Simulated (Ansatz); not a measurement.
## Geometry relaxation, with input and output: Au (part 1 of 2)

The run: geometry relaxation of Au (slab, 5 atoms in the cell). Method and program: DFT PBEsol, scalar-relativistic, plane waves, PAW, no spin polarisation (Ansatz 0.2.0).

It belongs to a series of runs on one base structure; here: (1 0 0) slab, atoms relaxed. Figures and captions count atoms from 1; the log counts them from 0 in places.

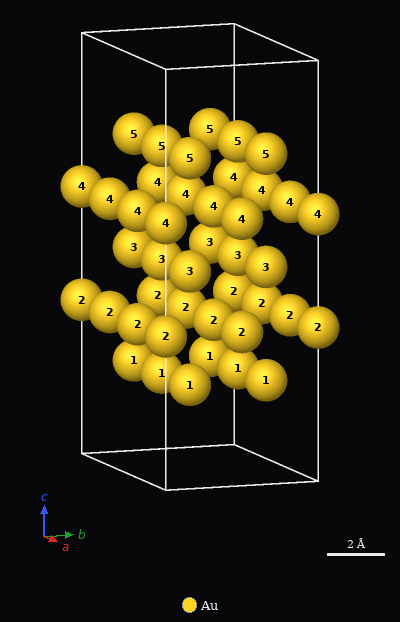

*The input geometry (spheres-only view of the 3 × 2 repeat of the cell, with the vacuum cut short, seen slightly off an axis; atoms are numbered from 1 in the order of the input).*

**Input**
```yaml
crystal:
  lattice:
    - [2.8876514431, 0.0, 0.0]
    - [0.0, 2.8876514431, 0.0]
    - [0.0, 0.0, 23.1675116685]
  atoms:
    - { symbol: Au, position: [0.5, 0.5, 0.3237291992] }
    - { symbol: Au, position: [0.0, 0.0, 0.4118645996] }
    - { symbol: Au, position: [0.5, 0.5, 0.5] }
    - { symbol: Au, position: [0.0, 0.0, 0.5881354004] }
    - { symbol: Au, position: [0.5, 0.5, 0.6762708008] }
basis:
  ecutwfc: 420
kpoints:
  mp_grid: { grid: [12, 12, 1] }
hamiltonian:
  xc: pbesol
scf:
  occupations: { method: gaussian, width: 0.1 }
output:
  forces: true
  eigenvalues: true
  write_density: true
  write_potential: true
  elf: true
  volumetric_format: npy
relax:
  adjacent_minimum: "off"
  f_tol: 0.02
  max_steps: 60
efield:
  axis: 3
  dipole_correction: true
  ramp_width: 0.04
```

Command:
```bash
ansatz run input.yaml --threads 2 --pin off --max-ram 5120MiB --backend cpu --events-out ev --progress --plain --runs-dir out
```

**The program's output**
```
Engine: ansatz 0.2.0, aarch64-unknown-linux-gnu
Pseudopotentials: kind: paw
Pseudopotential: Au, paw, valence charge 19, recommended cutoff 420 eV (normal), Au.paw.azcp
Functional definition: PBEsol
  exchange = pbesol_x
  correlation = pbesol_c
Crystal: 5 atoms, lattice volume = 193.183 Å³
Basis set: ecut = 420 eV, 3769 PW (Γ), exchange–correlation on 40×40×320 points (8 copies of the dense FFT grid, shifted against one another)
Bands: 57, of which v1, the nominal top of the filled ones, is band 48 counted from 1 (47 counted from 0)
Symmetry: 8 space group operations
k-points: 28 of 144
Non-local potential: Au, projectors of the file, l = 0: 3, l = 1: 2, l = 2: 2, l = 3: 1
PAW form: soft (Blöchl's): semilocal exchange-correlation on the pseudo side does not see the compensation charge
PAW frozen core: Au, regenerated for the run's functional, and the local potential with it (the file was generated under x = pbe(κ = 0.804, μ = 0.2195149727645171), c = pbe(β = 0.06672455060314922))
PAW one-centre angular grid: Au, 590 points (default); XC on 64 Gauss nodes
Initial density: superposition of atomic densities (neutral atoms: chi_scale 0, normalization atom), corrected by the library's trained network
Initial wavefunctions: pseudopotential atomic-orbital guess
Functional: x = pbesol(κ = 0.804, μ = 0.12345679012345678), c = pbesol(β = 0.046)
SCF iter   1: F=—  HF=-65034.272398 eV  |F-HF|=—  |Δ(HF+E_count)|=         —  Δρ=5.61e-3  dr2=4.20e-1  ethr=1.77e-3  p=0.000 e·Å  D=7.28e-14 V/Å  ΔV_dip=-0.00 eV  dr2_dipole=9.16e-8  V_vac-E_F(+/−)=4.81/4.81 eV  ⟨swp⟩=8.3  Hψ=6735  notcnv=0  defer=27
efield: sawtooth ramp at fractional position 0.9800 (placed from the atoms, in the widest stretch of the axis that holds none; the zero of the levels goes with the place), width 0.0400; the density the first Hamiltonian is built on has a dipole p = 0.000 e·Å; the dipole correction subtracts the counter field D = 7.28e-14 V/Å, which shifts the + side's vacuum level by -0.00 eV against the − side's; the planar-averaged density in the ramp window peaks in size at 1.9e-5 e/Å³
preconditioner: auto → LDOS  [metal: Δε(μ)=0.075 eV  Ē_g=8.917 eV  σ=0.100 eV  W_gap=0.38  n_scr=44 (ndim 8)  ℏωp=19.8 eV  f_vac=0.509  D(μ)=1.80/eV (n_scr^D=8)  β→1.0]
SCF iter   2: F=—  HF=-65034.263969 eV  |F-HF|=—  |Δ(HF+E_count)|=   8.43e-3  Δρ=4.88e-3  dr2=9.55e-2  ethr=4.42e-4  p=-0.000 e·Å  D=-2.80e-6 V/Å  ΔV_dip=0.00 eV  dr2_dipole=1.51e-7  V_vac-E_F(+/−)=5.39/5.39 eV  ⟨swp⟩=2.2  Hψ=2604  notcnv=0  defer=93
SCF iter   3: F=—  HF=-65034.246595 eV  |F-HF|=—  |Δ(HF+E_count)|=   1.74e-2  Δρ=9.99e-4  dr2=3.36e-3  ethr=1.01e-4  p=0.000 e·Å  D=6.30e-6 V/Å  ΔV_dip=-0.00 eV  dr2_dipole=2.60e-8  V_vac-E_F(+/−)=5.14/5.14 eV  ⟨swp⟩=2.0  Hψ=2253  notcnv=0  defer=93
SCF iter   4: F=—  HF=-65034.246403 eV  |F-HF|=—  |Δ(HF+E_count)|=   1.92e-4  Δρ=3.44e-4  dr2=3.60e-4  ethr=3.54e-6  p=-0.000 e·Å  D=-1.39e-7 V/Å  ΔV_dip=0.00 eV  dr2_dipole=1.21e-12  V_vac-E_F(+/−)=5.18/5.18 eV  ⟨swp⟩=2.5  Hψ=2952  notcnv=0  defer=92
SCF iter   5: F=—  HF=-65034.246338 eV  |F-HF|=—  |Δ(HF+E_count)|=   6.53e-5  Δρ=8.05e-5  dr2=2.10e-5  ethr=3.79e-7  p=-0.000 e·Å  D=-2.50e-7 V/Å  ΔV_dip=0.00 eV  dr2_dipole=3.63e-12  V_vac-E_F(+/−)=5.18/5.18 eV  ⟨swp⟩=2.3  Hψ=2378  notcnv=0  defer=88
iter 6 did not close the SCF: its close was put off until two iterations running show no level that it waits for move by more than its bar (scf_convergence_deferred on its scf_iter line)
SCF iter   6: F=-65034.246350 eV  HF=-65034.246347 eV  |F-HF|=2.62e-6  |Δ(HF+E_count)|=   9.17e-6  Δρ=2.60e-5  dr2=1.20e-6  ethr=1.05e-8  p=0.000 e·Å  D=3.29e-8 V/Å  ΔV_dip=-0.00 eV  dr2_dipole=6.21e-13  V_vac-E_F(+/−)=5.18/5.18 eV  ⟨swp⟩=22.1  Hψ=15919  notcnv=0
iter 7 did not close the SCF: its close was put off until two iterations running show no level that it waits for move by more than its bar (scf_convergence_deferred on its scf_iter line)
SCF iter   7: F=-65034.246350 eV  HF=-65034.246350 eV  |F-HF|=3.79e-7  |Δ(HF+E_count)|=   2.74e-6  Δρ=7.63e-6  dr2=1.16e-7  ethr=1.26e-9  p=-0.000 e·Å  D=-1.00e-7 V/Å  ΔV_dip=0.00 eV  dr2_dipole=2.32e-13  V_vac-E_F(+/−)=5.18/5.18 eV  ⟨swp⟩=13.7  Hψ=13542  notcnv=0
iter 8 did not close the SCF: its close was put off until two iterations running show no level that it waits for move by more than its bar (scf_convergence_deferred on its scf_iter line)
SCF iter   8: F=-65034.246350 eV  HF=-65034.246350 eV  |F-HF|=4.70e-8  |Δ(HF+E_count)|=   3.92e-7  Δρ=2.07e-6  dr2=4.72e-9  ethr=1.22e-10  p=-0.000 e·Å  D=-1.60e-9 V/Å  ΔV_dip=0.00 eV  dr2_dipole=2.73e-13  V_vac-E_F(+/−)=5.18/5.18 eV  ⟨swp⟩=12.0  Hψ=12301  notcnv=0
SCF iter   9: F=-65034.246350 eV  HF=-65034.246350 eV  |F-HF|=6.84e-10  |Δ(HF+E_count)|=   4.75e-8  Δρ=4.75e-7  dr2=4.32e-10  ethr=4.97e-12  p=-0.000 e·Å  D=-2.55e-8 V/Å  ΔV_dip=0.00 eV  dr2_dipole=2.69e-14  V_vac-E_F(+/−)=5.18/5.18 eV  ⟨swp⟩=9.4  Hψ=10611  notcnv=0
SCF 1 converged in 9 iterations: F = -65034.246350 eV  dr2 = 4.32e-10
  greatest PAW one-centre occupation: 1.001 electrons in one spin orbital (limit 2), on the Au atom at site 2 (counted from 0), in its partial waves of l = 0
relax step   1: F+E_penalty+E_count = -65034.24635036 eV  Δ(F+E_penalty+E_count) = +0.000e0 eV  max|allowed force component| = 1.522e-1 eV/Å  Δτ_max = 0.0000 Å  (9 SCF iters, dr2 threshold 1.00e-5 eV, accepted)
Initial density: handed on by an earlier stage of this run
Initial wavefunctions: those handed on with the density
iter 1 solved again at ethr=1.36e-5 eV; its pass at ethr=3.10e-3 eV (dr2=1.29e-2 eV) is discarded
SCF iter   1: F=—  HF=-65034.249105 eV  |F-HF|=—  |Δ(HF+E_count)|=         —  Δρ=2.72e-3  dr2=1.29e-2  ethr=1.36e-5  p=-0.000 e·Å  D=-2.55e-8 V/Å  ΔV_dip=0.00 eV  dr2_dipole=2.00e-12  V_vac-E_F(+/−)=5.15/5.15 eV  ⟨swp⟩=2.6  Hψ=5982  notcnv=0  defer=89
efield: sawtooth ramp at fractional position 0.9800 (handed on by an earlier solve), width 0.0400; the density the first Hamiltonian is built on has a dipole p = -0.000 e·Å; the dipole correction subtracts the counter field D = -2.55e-8 V/Å, which shifts the + side's vacuum level by +0.00 eV against the − side's; the planar-averaged density in the ramp window peaks in size at 8.3e-7 e/Å³
preconditioner: auto → LDOS  [metal: Δε(μ)=0.049 eV  Ē_g=9.137 eV  σ=0.100 eV  W_gap=0.26  n_scr=44 (ndim 8)  ℏωp=19.8 eV  f_vac=0.515  D(μ)=1.40/eV (n_scr^D=8)  β→1.0]
SCF iter   2: F=—  HF=-65034.252073 eV  |F-HF|=—  |Δ(HF+E_count)|=   2.97e-3  Δρ=2.41e-3  dr2=3.31e-2  ethr=1.36e-5  p=0.000 e·Å  D=1.85e-6 V/Å  ΔV_dip=-0.00 eV  dr2_dipole=4.06e-10  V_vac-E_F(+/−)=5.26/5.26 eV  ⟨swp⟩=3.0  Hψ=2766  notcnv=0  defer=89  recentre
SCF iter   3: F=—  HF=-65034.245715 eV  |F-HF|=—  |Δ(HF+E_count)|=   6.36e-3  Δρ=7.11e-4  dr2=8.35e-4  ethr=1.36e-5  p=-0.000 e·Å  D=-1.27e-7 V/Å  ΔV_dip=0.00 eV  dr2_dipole=6.03e-14  V_vac-E_F(+/−)=5.16/5.16 eV  ⟨swp⟩=2.2  Hψ=2497  notcnv=0  defer=89
SCF iter   4: F=—  HF=-65034.245482 eV  |F-HF|=—  |Δ(HF+E_count)|=   2.32e-4  Δρ=1.43e-4  dr2=6.21e-5  ethr=8.79e-7  p=0.000 e·Å  D=2.06e-7 V/Å  ΔV_dip=-0.00 eV  dr2_dipole=1.64e-12  V_vac-E_F(+/−)=5.16/5.16 eV  ⟨swp⟩=2.8  Hψ=2465  notcnv=0  defer=89
iter 5 did not close the SCF: its close was put off until two iterations running show no level that it waits for move by more than its bar (scf_convergence_deferred on its scf_iter line)
SCF iter   5: F=-65034.245467 eV  HF=-65034.245467 eV  |F-HF|=2.73e-7  |Δ(HF+E_count)|=   1.58e-5  Δρ=2.27e-5  dr2=7.88e-7  ethr=1.52e-9  p=-0.000 e·Å  D=-4.57e-8 V/Å  ΔV_dip=0.00 eV  dr2_dipole=2.08e-13  V_vac-E_F(+/−)=5.16/5.16 eV  ⟨swp⟩=20.7  Hψ=16968  notcnv=0
SCF iter   6: F=-65034.245467 eV  HF=-65034.245467 eV  |F-HF|=4.74e-8  |Δ(HF+E_count)|=   5.46e-7  Δρ=8.17e-6  dr2=1.22e-7  ethr=8.29e-10  p=0.000 e·Å  D=1.72e-8 V/Å  ΔV_dip=-0.00 eV  dr2_dipole=1.94e-14  V_vac-E_F(+/−)=5.16/5.16 eV  ⟨swp⟩=12.8  Hψ=13260  notcnv=0
SCF 2 converged in 6 iterations: F = -65034.245467 eV  dr2 = 1.22e-7
relax step   2: F+E_penalty+E_count = -65034.24546729 eV  Δ(F+E_penalty+E_count) = +8.831e-4 eV  max|allowed force component| = 1.765e-1 eV/Å  Δτ_max = 0.0694 Å  (6 SCF iters, dr2 threshold 1.45e-6 eV, rejected (line search))
SCF iter   1: F=—  HF=-65034.252563 eV  |F-HF|=—  |Δ(HF+E_count)|=         —  Δρ=1.37e-3  dr2=3.29e-3  ethr=3.60e-5  p=0.000 e·Å  D=1.72e-8 V/Å  ΔV_dip=-0.00 eV  dr2_dipole=1.50e-11  V_vac-E_F(+/−)=5.17/5.17 eV  ⟨swp⟩=3.7  Hψ=3955  notcnv=0  defer=94
efield: sawtooth ramp at fractional position 0.9800 (handed on by an earlier solve), width 0.0400; the density the first Hamiltonian is built on has a dipole p = 0.000 e·Å; the dipole correction subtracts the counter field D = 1.72e-8 V/Å, which shifts the + side's vacuum level by -0.00 eV against the − side's; the planar-averaged density in the ramp window peaks in size at 3.4e-6 e/Å³
preconditioner: auto → LDOS  [metal: Δε(μ)=0.088 eV  Ē_g=9.107 eV  σ=0.100 eV  W_gap=0.45  n_scr=44 (ndim 8)  ℏωp=19.8 eV  f_vac=0.513  D(μ)=1.34/eV (n_scr^D=8)  β→1.0]
SCF iter   2: F=—  HF=-65034.253602 eV  |F-HF|=—  |Δ(HF+E_count)|=   1.04e-3  Δρ=1.22e-3  dr2=9.97e-3  ethr=3.47e-6  p=0.000 e·Å  D=8.43e-7 V/Å  ΔV_dip=-0.00 eV  dr2_dipole=8.69e-11  V_vac-E_F(+/−)=5.11/5.11 eV  ⟨swp⟩=3.0  Hψ=3115  notcnv=0  defer=94
SCF iter   3: F=—  HF=-65034.251825 eV  |F-HF|=—  |Δ(HF+E_count)|=   1.78e-3  Δρ=1.68e-4  dr2=1.00e-4  ethr=3.47e-6  p=-0.000 e·Å  D=-5.21e-8 V/Å  ΔV_dip=0.00 eV  dr2_dipole=3.75e-13  V_vac-E_F(+/−)=5.17/5.17 eV  ⟨swp⟩=2.1  Hψ=2485  notcnv=0  defer=94
SCF iter   4: F=—  HF=-65034.251802 eV  |F-HF|=—  |Δ(HF+E_count)|=   2.25e-5  Δρ=9.12e-5  dr2=2.66e-5  ethr=1.05e-7  p=0.000 e·Å  D=1.01e-7 V/Å  ΔV_dip=-0.00 eV  dr2_dipole=4.07e-13  V_vac-E_F(+/−)=5.17/5.17 eV  ⟨swp⟩=3.1  Hψ=3082  notcnv=0  defer=94
SCF iter   5: F=—  HF=-65034.251766 eV  |F-HF|=—  |Δ(HF+E_count)|=   3.59e-5  Δρ=1.52e-5  dr2=4.64e-7  ethr=2.79e-8  p=-0.000 e·Å  D=-3.67e-9 V/Å  ΔV_dip=0.00 eV  dr2_dipole=1.22e-13  V_vac-E_F(+/−)=5.17/5.17 eV  ⟨swp⟩=2.0  Hψ=2265  notcnv=0  defer=94
iter 6 did not close the SCF: its close was put off until two iterations running show no level that it waits for move by more than its bar (scf_convergence_deferred on its scf_iter line)
SCF iter   6: F=-65034.251766 eV  HF=-65034.251766 eV  |F-HF|=3.18e-8  |Δ(HF+E_count)|=   2.21e-8  Δρ=5.46e-6  dr2=7.33e-8  ethr=1.05e-10  p=0.000 e·Å  D=2.72e-8 V/Å  ΔV_dip=-0.00 eV  dr2_dipole=9.80e-15  V_vac-E_F(+/−)=5.17/5.17 eV  ⟨swp⟩=20.8  Hψ=14395  notcnv=0
iter 7 did not close the SCF: its close was put off until two iterations running show no level that it waits for move by more than its bar (scf_convergence_deferred on its scf_iter line)
SCF iter   7: F=-65034.251766 eV  HF=-65034.251766 eV  |F-HF|=6.42e-9  |Δ(HF+E_count)|=  5.89e-10  Δρ=9.73e-7  dr2=2.42e-9  ethr=7.71e-11  p=0.000 e·Å  D=2.73e-9 V/Å  ΔV_dip=-0.00 eV  dr2_dipole=8.95e-16  V_vac-E_F(+/−)=5.17/5.17 eV  ⟨swp⟩=9.9  Hψ=11799  notcnv=0
SCF iter   8: F=-65034.251766 eV  HF=-65034.251766 eV  |F-HF|=3.64e-11  |Δ(HF+E_count)|=   6.96e-9  Δρ=3.51e-7  dr2=3.20e-10  ethr=2.55e-12  p=0.000 e·Å  D=5.82e-9 V/Å  ΔV_dip=-0.00 eV  dr2_dipole=1.18e-15  V_vac-E_F(+/−)=5.17/5.17 eV  ⟨swp⟩=8.8  Hψ=10419  notcnv=0
SCF 3 converged in 8 iterations: F = -65034.251766 eV  dr2 = 3.20e-10
relax step   3: F+E_penalty+E_count = -65034.25176617 eV  Δ(F+E_penalty+E_count) = -5.416e-3 eV  max|allowed force component| = 1.401e-3 eV/Å  Δτ_max = 0.0337 Å  (8 SCF iters, accepted)
```

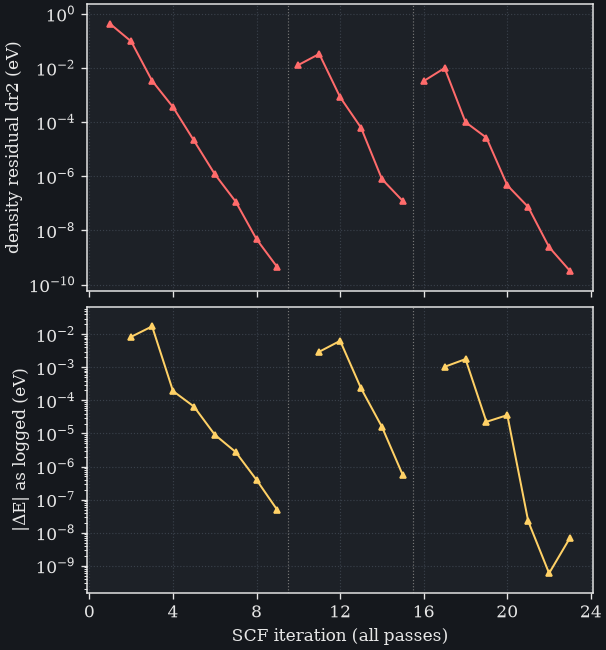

*Convergence of the self-consistent field: density residual dr2 and size of the energy change against the SCF iteration. The dotted lines part the SCF passes of the relaxation: geometry steps, rejected trials and re-solves on a re-selected basis.*

The passes take 9, 6 and 8 iterations.

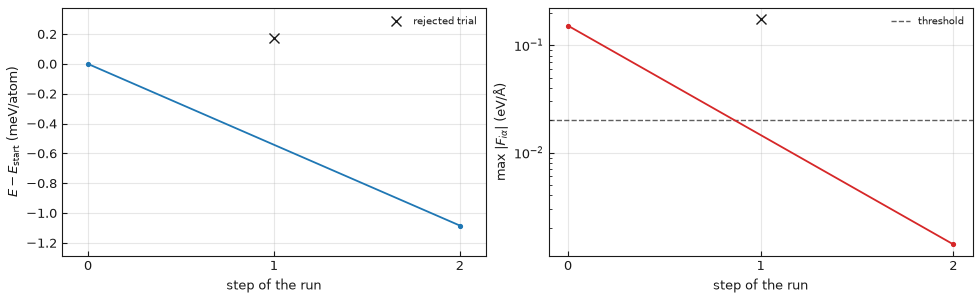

*Progress of the relaxation, step by step (the first geometry is step 0 here and step 1 in the log).*

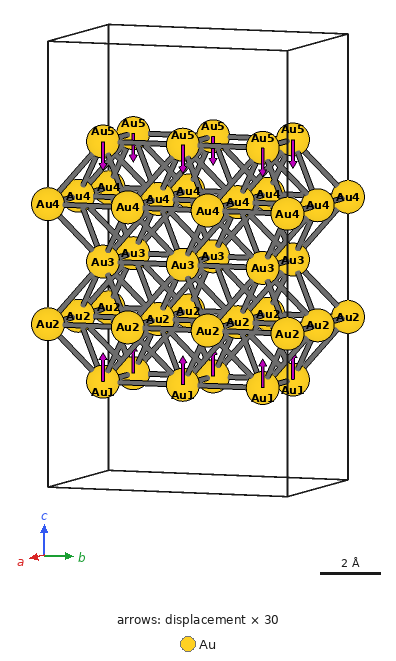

*The starting structure with the displacements as pink arrows, magnified 30 times (ball-and-stick view of the 2 × 3 repeat of the cell, with the vacuum cut short, seen slightly off an axis).*

After 2 geometry steps the energy has fallen by 1.1 meV per atom. The largest force component goes from 0.15 to 0.0014 eV/Å. The line search rejected the trial step at point 1 (counted from 0) and went back. The largest moves, 0.034 Å, are those of Au1 and Au5. The cell doesn't change. Among the contacts that change: Au1–Au2 2.888 → 2.863 Å. (Atoms are counted from 1 in the order of the input.)
